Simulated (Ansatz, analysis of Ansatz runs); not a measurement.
## N2V- centre in diamond: hyperfine coupling, PBE

Subject: N2V- centre in diamond. Wanted: its hyperfine coupling, in one set-up (PBE, 64-site cell, PBE lattice, 420 eV, k: 2x2x2 shifted 0.5 0.5 0.5). The model is a cell of 64 host atoms with 1 site emptied, N put on another atom's site and N put on another atom's site. The isotropic coupling follows from the spin density at the nucleus, the nuclear g-factor and the total spin. This set-up takes another sampling or smearing than the usual one for this cell.

Measured beforehand: 15N, isotropic: 4.02 MHz, by EPR (“Electron paramagnetic resonance of the N2V− defect in 15N-doped synthetic diamond”, 2015, B. L. Green et al.). 13C, the two neighbours of the vacancy, isotropic: 240.7 MHz, by EPR (“Electron paramagnetic resonance of the N2V− defect in 15N-doped synthetic diamond”, 2015, B. L. Green et al.). The runs below try to reproduce this.

Main program and level: Ansatz 0.2.0; plane-wave PAW DFT, PBE; relaxation of all atoms of a defect supercell.

## (1) Set-up

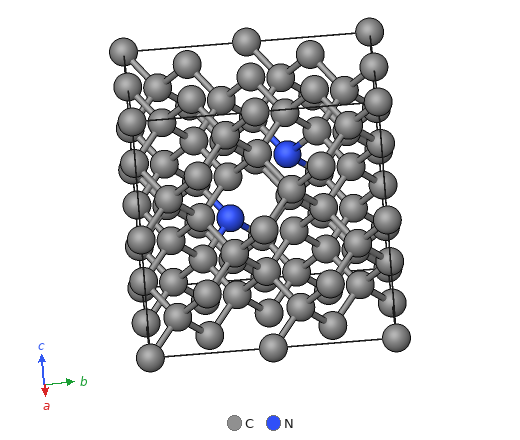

Start, viewed slightly off an axis; carbon grey, nitrogen blue. Bonds to atoms that aren't drawn are left out. Some periodic images of atoms are drawn too.

The cell holds 63 atoms: 61 C and 2 N. Cell: a = 7.143 Å, b = 7.143 Å, c = 7.143 Å, α = 90.0°, β = 90.0°, γ = 90.0°. It derives from C (space group Fd-3m). Nearest the centre at fractional (0.375, 0.375, 0.375): C41 at 1.55 Å, C48 at 1.55 Å, N26 at 1.55 Å, N4 at 1.55 Å, C37 at 2.53 Å, C36 at 2.53 Å, C52 at 2.53 Å, C45 at 2.53 Å. The cell carries charge −1.

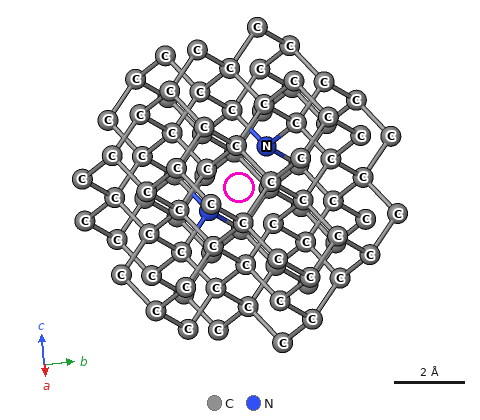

The atoms within 5 Å of the centre. A ring marks the centre wherever it is empty.

The host's primitive cell comes from a first run (plane-wave PAW DFT, PBE; relaxation of the host's cell and atoms): vectors of 2.525, 2.525 and 2.525 Å. That is 5.69 Å³ an atom, 0.4 % over the diffraction cell's volume. The supercell is built on it.

## (2) Relaxation, charge −1

Every later number rests on the structure around the defect, so the atoms are relaxed at the host's lattice first.

relax/input.yaml reads:

```yaml
relax:
  f_tol: 0.02
  max_steps: 80
  random_displacement: { amplitude: 0.02, seed: 524 }
crystal:
  lattice:
    - [7.14316351, 0.0, 0.0]
    - [0.0, 7.14316351, 0.0]
    - [0.0, 0.0, 7.14316351]
  atoms:
    - { symbol: C, position: [0.0, 0.0, 0.25] }
    - { symbol: C, position: [0.0, 0.25, 0.0] }
    - { symbol: C, position: [0.25, 0.0, 0.0] }
    - { symbol: "N", position: [0.25, 0.25, 0.25] }
    - { symbol: C, position: [0.125, 0.125, 0.375] }
    - { symbol: C, position: [0.125, 0.375, 0.125] }
    - { symbol: C, position: [0.375, 0.125, 0.125] }
    - { symbol: C, position: [0.0, 0.0, 0.75] }
    - { symbol: C, position: [0.0, 0.25, 0.5] }
    - { symbol: C, position: [0.25, 0.0, 0.5] }
    - { symbol: C, position: [0.25, 0.25, 0.75] }
    - { symbol: C, position: [0.125, 0.125, 0.875] }
    - { symbol: C, position: [0.125, 0.375, 0.625] }
    - { symbol: C, position: [0.375, 0.125, 0.625] }
    - { symbol: C, position: [0.375, 0.375, 0.875] }
    - { symbol: C, position: [0.0, 0.5, 0.25] }
    - { symbol: C, position: [0.0, 0.75, 0.0] }
    - { symbol: C, position: [0.25, 0.5, 0.0] }
    - { symbol: C, position: [0.25, 0.75, 0.25] }
    - { symbol: C, position: [0.125, 0.625, 0.375] }
    - { symbol: C, position: [0.125, 0.875, 0.125] }
    - { symbol: C, position: [0.375, 0.625, 0.125] }
    - { symbol: C, position: [0.375, 0.875, 0.375] }
    - { symbol: C, position: [0.0, 0.5, 0.75] }
    - { symbol: C, position: [0.0, 0.75, 0.5] }
    - { symbol: "N", position: [0.25, 0.5, 0.5] }
    - { symbol: C, position: [0.25, 0.75, 0.75] }
    - { symbol: C, position: [0.125, 0.625, 0.875] }
    - { symbol: C, position: [0.125, 0.875, 0.625] }
    - { symbol: C, position: [0.375, 0.625, 0.625] }
    - { symbol: C, position: [0.375, 0.875, 0.875] }
    - { symbol: C, position: [0.5, 0.0, 0.25] }
    - { symbol: C, position: [0.5, 0.25, 0.0] }
    - { symbol: C, position: [0.75, 0.0, 0.0] }
    - { symbol: C, position: [0.75, 0.25, 0.25] }
    - { symbol: C, position: [0.625, 0.125, 0.375] }
    - { symbol: C, position: [0.625, 0.375, 0.125] }
    - { symbol: C, position: [0.875, 0.125, 0.125] }
    - { symbol: C, position: [0.875, 0.375, 0.375] }
    - { symbol: C, position: [0.5, 0.0, 0.75] }
    - { symbol: C, position: [0.5, 0.25, 0.5] }
    - { symbol: C, position: [0.75, 0.0, 0.5] }
    - { symbol: C, position: [0.75, 0.25, 0.75] }
    - { symbol: C, position: [0.625, 0.125, 0.875] }
    - { symbol: C, position: [0.625, 0.375, 0.625] }
    - { symbol: C, position: [0.875, 0.125, 0.625] }
    - { symbol: C, position: [0.875, 0.375, 0.875] }
    - { symbol: C, position: [0.5, 0.5, 0.25] }
    - { symbol: C, position: [0.5, 0.75, 0.0] }
    - { symbol: C, position: [0.75, 0.5, 0.0] }
    - { symbol: C, position: [0.75, 0.75, 0.25] }
    - { symbol: C, position: [0.625, 0.625, 0.375] }
    - { symbol: C, position: [0.625, 0.875, 0.125] }
    - { symbol: C, position: [0.875, 0.625, 0.125] }
    - { symbol: C, position: [0.875, 0.875, 0.375] }
    - { symbol: C, position: [0.5, 0.5, 0.75] }
    - { symbol: C, position: [0.5, 0.75, 0.5] }
    - { symbol: C, position: [0.75, 0.5, 0.5] }
    - { symbol: C, position: [0.75, 0.75, 0.75] }
    - { symbol: C, position: [0.625, 0.625, 0.875] }
    - { symbol: C, position: [0.625, 0.875, 0.625] }
    - { symbol: C, position: [0.875, 0.625, 0.625] }
    - { symbol: C, position: [0.875, 0.875, 0.875] }
total_charge: -1
basis:
  ecutwfc: 420
  xc_grid: 2
hamiltonian:
  xc: pbe
kpoints:
  mp_grid: { grid: [2, 2, 2], shift: [0.5, 0.5, 0.5] }
magnetization:
  spin_polarized: true
  initial_magnetization: 1
  spin_locking: { lock_magnetization: hard }
scf:
  occupations: { method: fermi_dirac, width: 0.01 }
  max_iter: 120
output:
  forces: true
checkpoint:
  write: "../relax.run"
  compress: false
  write_wavefunctions: true
  write_every: 100000
```

Launch:

```
> ansatz run input.yaml --threads 2 --pin off --max-ram 3768MiB --backend cpu --events-out ev --progress --plain --runs-dir out
```

Numbers of over 12 decimals in the logs are rounded to 6 here.

The program printed:

```text
[... repeated set-up lines and file paths are left out, and long positions are rounded to six places ...]
Engine: ansatz 0.2.0, x86_64-unknown-linux-gnu
Pseudopotentials: kind: paw
Pseudopotential: C, paw, valence charge 4, recommended cutoff 420 eV (normal), C.paw.azcp
Pseudopotential: N, paw, valence charge 5, recommended cutoff 420 eV (normal), N.paw.azcp
Functional definition: PBE
  parameter kappa = 0.804
  parameter beta = 0.066725
  exchange = pbe_x(kappa = kappa, mu = beta*pi^2/3)
  correlation = pbe_c(beta = beta)
Crystal: 63 atoms, lattice volume = 364.478 Å³
Basis set: ecut = 420 eV, 7123 PW (Γ), exchange–correlation on 96×96×96 points (8 copies of the dense FFT grid, shifted against one another)
Bands: 191, of which v1, the nominal top of the filled ones, is band 128 counted from 1 (127 counted from 0)
Symmetry: 1 space group operations
k-points: 4 of 8 (time reversal used)
Non-local potential: C, projectors of the file, l = 0: 2, l = 1: 2, l = 2: 1
Non-local potential: N, projectors of the file, l = 0: 2, l = 1: 2, l = 2: 1
PAW form: soft (Blöchl's): semilocal exchange-correlation on the pseudo side does not see the compensation charge
PAW one-centre angular grid: C, 110 points (default); XC on 64 Gauss nodes
PAW one-centre angular grid: N, 110 points (default); XC on 64 Gauss nodes
Initial density: superposition of atomic densities (chi_scale 0.1, normalization cell, long waves kept (reshape's long-wave potential 0.33 eV rms))
Starting moments: Σ|m| = 1 μB on 63 of 63 sites
Initial wavefunctions: pseudopotential atomic-orbital guess
Functional: x = pbe(κ = 0.804, μ = 0.219515), c = pbe(β = 0.066725)
SCF iter   1: F=—  HF=-16061.767672 eV  |F-HF|=—  |Δ(HF+E_count)|=         —  Δρ=7.05e-2 (↑7.05e-2 ↓6.92e-2)  dr2=5.33e1  dr2_m=2.39e-1  M=1.000 μB ∫|m|=1.001 μB  β_m=0.30  ethr=3.10e-3  ⟨swp⟩=5.5  Hψ=6288  notcnv=0  defer=208
preconditioner: auto → Resta (q_TF=auto, 2.571 Å⁻¹)  ε∞=4.4  [insulator: Δε(μ)=0.376 eV  Ē_g=16.849 eV  σ=0.010 eV  W_gap=1.00  n_scr=92 (ndim 8)  ℏωp=31.1 eV  f_vac=0.000  D(μ)=0.00/eV (n_scr^D=0)  ε∞_Penn≈4.4]
spin=Collinear: Resta preconditioning applied to the charge; magnetization (m = ρ↑ − ρ↓) channel mixes plain (no charge-response kernel on spin).
SCF iter   2: F=—  HF=-16053.949855 eV  |F-HF|=—  |Δ(HF+E_count)|=    7.82e0  Δρ=5.11e-2 (↑5.11e-2 ↓5.04e-2)  dr2=2.79e1  dr2_m=1.37e-1  M=1.000 μB ∫|m|=1.008 μB  β_m=0.65  ethr=3.10e-3  ⟨swp⟩=3.0  Hψ=2850  notcnv=0  defer=438
SCF iter   3: F=—  HF=-16045.363111 eV  |F-HF|=—  |Δ(HF+E_count)|=    8.59e0  Δρ=5.39e-3 (↑5.14e-3 ↓5.39e-3)  dr2=2.82e-1  dr2_m=1.30e-3  M=1.000 μB ∫|m|=1.092 μB  β_m=0.67  ethr=3.10e-3  ⟨swp⟩=3.0  Hψ=2250  notcnv=0  defer=438
SCF iter   4: F=—  HF=-16045.433990 eV  |F-HF|=—  |Δ(HF+E_count)|=   7.09e-2  Δρ=2.40e-3 (↑2.35e-3 ↓2.40e-3)  dr2=4.53e-2  dr2_m=2.78e-4  M=1.000 μB ∫|m|=1.106 μB  β_m=0.75  ethr=1.11e-4  ⟨swp⟩=2.0  Hψ=2364  notcnv=0  defer=453
SCF iter   5: F=—  HF=-16045.470704 eV  |F-HF|=—  |Δ(HF+E_count)|=   3.67e-2  Δρ=8.20e-4 (↑6.73e-4 ↓8.20e-4)  dr2=5.44e-3  dr2_m=1.11e-4  M=1.000 μB ∫|m|=1.111 μB  β_m=0.75  ethr=1.78e-5  ⟨swp⟩=2.4  Hψ=2155  notcnv=0  defer=453
SCF iter   6: F=—  HF=-16045.474825 eV  |F-HF|=—  |Δ(HF+E_count)|=   4.12e-3  Δρ=2.81e-4 (↑1.86e-4 ↓2.81e-4)  dr2=7.27e-4  dr2_m=2.46e-5  M=1.000 μB ∫|m|=1.114 μB  β_m=0.70  ethr=2.13e-6  ⟨swp⟩=2.4  Hψ=2153  notcnv=0  defer=453
SCF iter   7: F=—  HF=-16045.475015 eV  |F-HF|=—  |Δ(HF+E_count)|=   1.90e-4  Δρ=6.40e-5 (↑6.07e-5 ↓6.40e-5)  dr2=3.18e-5  dr2_m=7.98e-7  M=1.000 μB ∫|m|=1.115 μB  β_m=0.73  ethr=2.85e-7  ⟨swp⟩=2.0  Hψ=1854  notcnv=0  defer=453
SCF iter   8: F=-16045.475061 eV  HF=-16045.475057 eV  |F-HF|=3.33e-6  |Δ(HF+E_count)|=   4.23e-5  Δρ=2.01e-5 (↑1.81e-5 ↓2.01e-5)  dr2=2.29e-6  dr2_m=6.15e-8  M=1.000 μB ∫|m|=1.115 μB  ethr=3.92e-9  ⟨swp⟩=4.0  Hψ=3619  notcnv=0
SCF 1 converged in 8 iterations: F = -16045.475061 eV  dr2 = 2.29e-6
  greatest PAW one-centre occupation: 0.795 electrons in one spin orbital (limit 2), on the N atom at site 3 (counted from 0), in its partial waves of l = 0
relax step   1: F+E_penalty+E_count = -16045.47506068 eV  Δ(F+E_penalty+E_count) = +0.000e0 eV  max|allowed force component| = 2.120e0 eV/Å  Δτ_max = 0.0000 Å  (8 SCF iters, dr2 threshold 1.00e-5 eV, accepted)
[... the SCF cycles and remarks between the steps are left out from here to the last step ...]
relax step   2: F+E_penalty+E_count = -16046.59961109 eV  Δ(F+E_penalty+E_count) = -1.125e0 eV  max|allowed force component| = 1.082e0 eV/Å  Δτ_max = 0.1043 Å  (6 SCF iters, dr2 threshold 1.00e-4 eV, accepted)
relax step   3: F+E_penalty+E_count = -16046.84989884 eV  Δ(F+E_penalty+E_count) = -2.503e-1 eV  max|allowed force component| = 8.365e-1 eV/Å  Δτ_max = 0.0718 Å  (5 SCF iters, dr2 threshold 7.32e-5 eV, accepted)
relax step   4: F+E_penalty+E_count = -16046.93274030 eV  Δ(F+E_penalty+E_count) = -8.284e-2 eV  max|allowed force component| = 6.650e-2 eV/Å  Δτ_max = 0.0268 Å  (5 SCF iters, dr2 threshold 1.00e-4 eV, accepted)
SCF iter   1: F=—  HF=-16046.933620 eV  |F-HF|=—  |Δ(HF+E_count)|=         —  Δρ=2.73e-4 (↑2.73e-4 ↓2.52e-4)  dr2=5.82e-4  dr2_m=1.06e-5  M=1.000 μB ∫|m|=1.129 μB  β_m=0.30  ethr=3.12e-6  ⟨swp⟩=4.8  Hψ=3360  notcnv=0  defer=456
SCF iter   2: F=—  HF=-16046.933533 eV  |F-HF|=—  |Δ(HF+E_count)|=   8.71e-5  Δρ=1.84e-4 (↑1.84e-4 ↓1.69e-4)  dr2=2.36e-4  dr2_m=5.67e-6  M=1.000 μB ∫|m|=1.129 μB  β_m=0.56  ethr=2.28e-7  ⟨swp⟩=2.0  Hψ=1780  notcnv=0  defer=456
SCF iter   3: F=—  HF=-16046.933473 eV  |F-HF|=—  |Δ(HF+E_count)|=   5.97e-5  Δρ=3.42e-5 (↑3.42e-5 ↓3.14e-5)  dr2=6.78e-6  dr2_m=2.76e-7  M=1.000 μB ∫|m|=1.129 μB  β_m=0.59  ethr=9.26e-8  ⟨swp⟩=2.0  Hψ=1872  notcnv=0  defer=456
SCF iter   4: F=—  HF=-16046.934053 eV  |F-HF|=—  |Δ(HF+E_count)|=   5.79e-4  Δρ=7.56e-6 (↑7.56e-6 ↓7.38e-6)  dr2=4.43e-7  dr2_m=1.44e-8  M=1.000 μB ∫|m|=1.129 μB  β_m=0.74  ethr=2.66e-9  ⟨swp⟩=2.0  Hψ=2092  notcnv=0  defer=456
iter 5 did not close the SCF: its close was put off for a magnetic moment that had not settled (scf_convergence_deferred on its scf_iter line)
SCF iter   5: F=-16046.934053 eV  HF=-16046.934053 eV  |F-HF|=2.91e-10  |Δ(HF+E_count)|=   1.02e-7  Δρ=1.86e-6 (↑1.72e-6 ↓1.86e-6)  dr2=3.45e-8  dr2_m=8.26e-10  M=1.000 μB ∫|m|=1.129 μB  β_m=0.78  ethr=3.92e-11  ⟨swp⟩=4.0  Hψ=3660  notcnv=0
SCF iter   6: F=-16046.934053 eV  HF=-16046.934053 eV  |F-HF|=4.37e-10  |Δ(HF+E_count)|=   9.33e-9  Δρ=4.35e-7 (↑4.35e-7 ↓4.27e-7)  dr2=1.74e-9  dr2_m=4.70e-11  M=1.000 μB ∫|m|=1.129 μB  ethr=1.35e-11  ⟨swp⟩=1.1  Hψ=3468  notcnv=0
SCF 5 converged in 6 iterations: F = -16046.934053 eV  dr2 = 1.74e-9
relax step   5: F+E_penalty+E_count = -16046.93405271 eV  Δ(F+E_penalty+E_count) = -1.312e-3 eV  max|allowed force component| = 1.711e-2 eV/Å  Δτ_max = 0.0025 Å  (6 SCF iters, accepted)
NSCF: frozen V_eff on 4 k-points
the band table was solved once a step of the walk had ended and its energy, with any forces and stress, was formed, with the checks that follow a solve (7449 applications of the Hamiltonian). They found nothing against the state; [...]
SCF converged after 6 iterations
Stability checked in part: among states of this total moment the steps that led to this state did not find it unstable. No probe was made; neither looks for a lower state of another moment (fixed_total_moment; see scf.lower_state_search)
Magnetization: 1.0000 μB (128.0000 up, 127.0000 down)
Absolute magnetization: 1.1293 μB (∫|ρ↑−ρ↓|, with the PAW one-centre terms)
Spin contamination: 0.0044 ħ² per cell (⟨S²⟩ above its minimum at these occupations)
Per-site moments (μB) at R_I (Å): [(0.00111955, 0.633533), (0.00111983, 0.633474), (0.000366881, 0.633369), [... 60 left out ...]
Free energy (F): -16046.934053 eV
Harris-Foulkes:  -16046.934053 eV  (|F-HF|=4.37e-10)
Internal energy: -16046.934053 eV  (E = F + TS)
E sigma→0 (E₀):  -16046.934053 eV
Fermi energy:    15.425487 (↑ 16.421685, ↓ 15.144199) eV
--- Per-component energies (eV) ---
  E_band       = 1017.804296
  E_kinetic    = 5902.545639
  E_local      = -4252.488992  (includes V_loc(G=0)·N_el)
  E_nonlocal   = 1719.618186
  E_hartree    = 971.365786
  E_xc         = -3097.764658
  E_vxc        = -3849.665329  (∫ρ·V_xc dr)
  E_paw        = -6307.430563  (= ΣΔE_a)
  E_vpaw       = -444.937677  (= ΣTr[D̂ρ^β])
  E_aug_tail   = 0.000755  (compensation charges beyond the density's cutoff)
  E_ewald      = -10982.780205
  E_smearing   = -0.000000  (= −TS)
  E_closure    = 0.000000  (closes the sum)
  E_deformation_potential = -21.072783  (in the stress; not in F)
  Σ components = -16046.934053   (vs F -16046.934053, Δ=0.00e0)
--- Forces (eV/Å), atoms counted from 1 ---
  atom   1  C     -0.00381425     0.00116891     0.00006978
  atom   2  C      0.00065012     0.00244216     0.00284760
  [... 1 atom left out ...]
  atom   4  N      0.00975373     0.00520551    -0.00424885
  atom   5  C      0.00096187     0.00923822     0.00645580
  atom   6  C      0.00117134     0.00362871     0.01115703
  [... 2 atoms left out ...]
  atom   9  C     -0.01710905    -0.00096386     0.00547917
  [... 3 atoms left out ...]
  atom  13  C      0.00533758    -0.01590390    -0.01164230
  [... 2 atoms left out ...]
  atom  16  C     -0.01703834     0.00311558    -0.00053904
  [... 3 atoms left out ...]
  atom  20  C      0.00424672    -0.01295083    -0.01268700
  [... 5 atoms left out ...]
  atom  26  N      0.01378844     0.00169796    -0.00607717
  [... 14 atoms left out ...]
  atom  41  C      0.00967212    -0.00525760     0.00822565
  [... 6 atoms left out ...]
  atom  48  C      0.00924326     0.00888094    -0.00829699
  [... 15 atoms left out ...]
  max |Σ_I F_I| component: 6.45e-6 eV/Å
--- Band table (eV; the first three rows and the last of 8) ---
  k-point 0 ↑: bands = ["-8.3509", "-7.5555", "-7.1339", "-6.9741", [... 183 left out ...] "22.7682", "22.8838", "23.2253", "23.2753"]
  k-point 1 ↑: bands = ["-8.3429", "-7.5579", "-7.2589", "-6.8604", [... 183 left out ...] "22.8167", "22.8896", "22.9864", "23.2817"]
  [... further k-points left out ...]
--- Relaxed structure (5 steps of the walk, 5 accepted, 0 SCFs on fresh bases) ---
  F+E_penalty+E_count = -16046.93405271 eV   max|allowed force component| = 1.711e-2 eV/Å
  atoms:
    - { symbol: C, position: [-0.000950, -0.001488, 0.249782] }
    - { symbol: C, position: [-0.000958, 0.249890, -0.001611] }
    [... 1 atom left out ...]
    - { symbol: N, position: [0.239461, 0.239225, 0.239122] }
    - { symbol: C, position: [0.126080, 0.125896, 0.369013] }
    - { symbol: C, position: [0.126079, 0.369146, 0.125768] }
    [... 2 atoms left out ...]
    - { symbol: C, position: [0.002966, 0.252568, 0.497214] }
    [... 3 atoms left out ...]
    - { symbol: C, position: [0.126060, 0.380808, 0.623903] }
    [... 2 atoms left out ...]
    - { symbol: C, position: [0.002967, 0.497341, 0.252445] }
    [... 3 atoms left out ...]
    - { symbol: C, position: [0.126065, 0.624033, 0.380674] }
    [... 5 atoms left out ...]
    - { symbol: N, position: [0.239435, 0.510701, 0.510593] }
    [... 14 atoms left out ...]
    - { symbol: C, position: [0.510418, 0.245201, 0.504577] }
    [... 6 atoms left out ...]
    - { symbol: C, position: [0.510411, 0.504709, 0.245083] }
    [... 15 atoms left out ...]
```

Run time: 47 s. Hardware: 2 threads of AMD EPYC 9R45, shared host; peak memory 1.3 GiB; 93 s of CPU time.

Step by step:

```csv
step,energy less that of the first step (eV),largest force component (eV/Å)
1,0.0000,2.1202
2,-1.1246,1.0825
3,-1.3748,0.8365
4,-1.4577,0.0665
5,-1.4590,0.0171
```

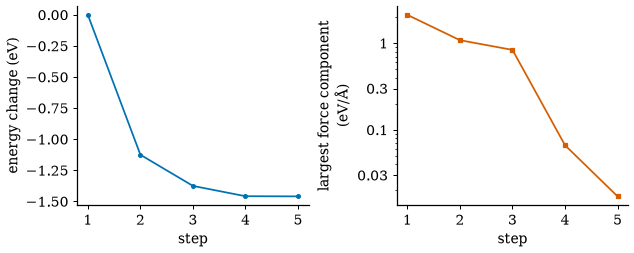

Energy and largest force along the relaxation.

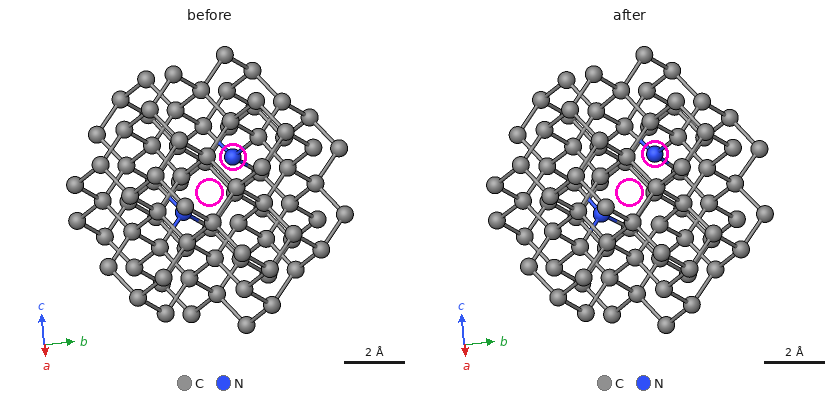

Before and after: the atoms that start within 5 Å of the centre. N26, which moves most, is ringed if it is among them. A ring with no atom in it marks the empty centre.

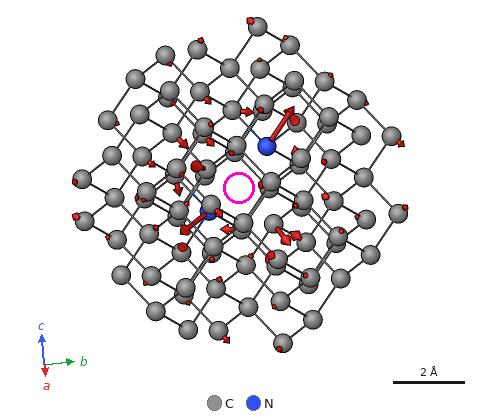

Displacements in the relaxation from the typed sites near the centre, exaggerated; the longest in the cell stands for 0.13 Å. A ring marks the centre wherever it is empty.

The atoms that moved most (Å, from the sites as typed, ahead of the random displacement):

```
atom      dx      dy      dz  length
 N26  -0.076   0.077   0.077   0.132
  N4  -0.075  -0.077  -0.077   0.132
 C41   0.074  -0.034   0.034   0.088
 C48   0.074   0.034  -0.034   0.088
 C14   0.018   0.030  -0.030   0.046
 C22   0.018  -0.030   0.030   0.046
 C13   0.007   0.042  -0.007   0.043
 C20   0.007  -0.007   0.042   0.043
```

Neighbours of the ideal centre at the end:

| atom | distance (Å) |
| --- | --- |
| C41 | 1.629 |
| C48 | 1.629 |
| N26 | 1.678 |
| N4 | 1.679 |
| C14 | 2.482 |
| C22 | 2.484 |
| C45 | 2.512 |
| C52 | 2.513 |
| C36 | 2.513 |
| C37 | 2.514 |
| C13 | 2.515 |
| C20 | 2.516 |
| C5 | 2.516 |
| C6 | 2.517 |
| C30 | 2.518 |
| C7 | 2.520 |

This step gave:

```
free energy                           : -16046.9341 eV
total moment                          : 1 μB
integral of the absolute spin density : 1.129 μB
spin contamination                    : 0.004386
```

The relaxation ends 23 meV an atom lower than the displaced start, with a largest force component of 0.017 eV/Å.

(Part 1 of 2 ends here.)

[Logs are printed without paths, hosts, clocks, repeated set-up lines and the standing remarks that a program may print on its own settings, such as how far it seeks lower states.]

[Hosts, paths, dates, database ids (printed as entryN), source tags and the programs' standing remarks are cut or masked in the printed files.]

[For some hosts the program warned that the k-mesh of the response run may be too coarse for force constants and the static dielectric constant; such warnings are not shown here.]
